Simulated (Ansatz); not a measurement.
The calculation's input:

```
crystal:
  lattice:
    - [2.8170663164, 0.0, 0.0]
    - [-0.9390221055, 2.6559555938, 0.0]
    - [0.0, 0.0, 26.5006250778]
  atoms:
    - { symbol: Ta, position: [0.5, 0.5, 0.2830121923] }
    - { symbol: Ta, position: [0.0, 0.0, 0.3698073154] }
    - { symbol: Ta, position: [0.5, 0.5, 0.4566024385] }
    - { symbol: Ta, position: [0.0, 0.0, 0.5433975615] }
    - { symbol: Ta, position: [0.5, 0.5, 0.6301926846] }
    - { symbol: Ta, position: [0.0, 0.0, 0.7169878077] }
basis:
  ecutwfc: 420
kpoints:
  mp_grid: { grid: [13, 13, 1] }
hamiltonian:
  xc: lda
scf:
  occupations: { method: gaussian, width: 0.1 }
output:
  forces: true
  stress: true
  eigenvalues: true
  write_density: true
  write_potential: true
  elf: true
  volumetric_format: npy
efield:
  axis: 3
  dipole_correction: true
```

Command:

```sh
ansatz run input.yaml --threads 1 --pin off --max-ram 2560MiB --backend cpu --events-out ev --progress --plain --runs-dir out
```

Not relaxed (largest force 0.5 eV/Å).

Method: DFT LDA, scalar-relativistic, plane waves, PAW in Ansatz 0.2.0.

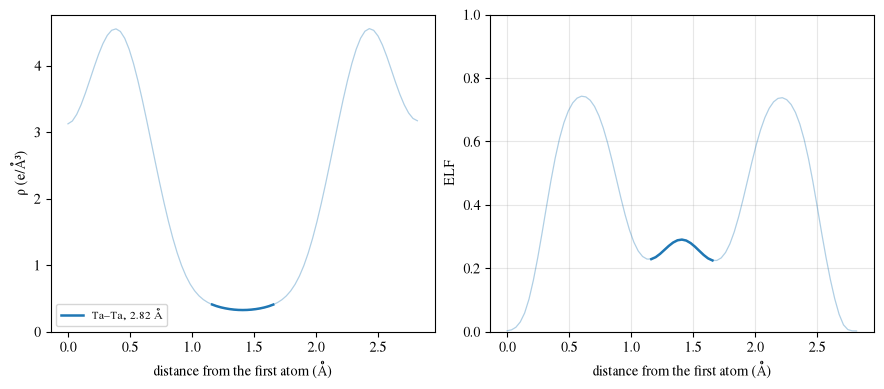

Ta (slab). Valence electron density and ELF along straight lines between neighbouring atoms. Thin, pale parts lie inside the atomic spheres.

The density is the valence pseudo-density of a PAW calculation; it isn't the true density close to the nuclei.

What can be read from the curves?

Answer. Ta–Ta (2.82 Å): the density is about 0.32 e/Å³ at the midpoint; the ELF is about 0.30 at the midpoint (no localised pair shows between them).
